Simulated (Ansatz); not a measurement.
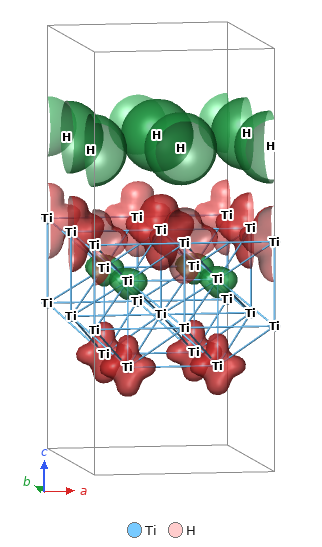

Figure 1: Ti4H (slab). Isosurfaces of the spin density (up minus down) at +0.02 (green) and −0.02 e/Å³ (red), seen slightly off an axis. Sticks mark near contacts.

A point of a scan over the structure, not its minimum; not relaxed (largest force 0.8 eV/Å); the SCF solution may not be the lowest one; PAW files of the earlier set (soft_1); spin-polarised.

The calculation used DFT PBE, scalar-relativistic, plane waves, PAW (Ansatz 0.2.0).

Core electrons are frozen (PAW), and the valence fields are smoothed inside the atomic spheres.

Describe the spin distribution.

Answer. The spin density sits on H: +0.6 μB in one cell of 5 atoms, with smaller moments on other sites: Ti (±0.17 μB): a single local moment. The cell of the calculation (5 atoms) carries 0.4 μB of net spin moment.
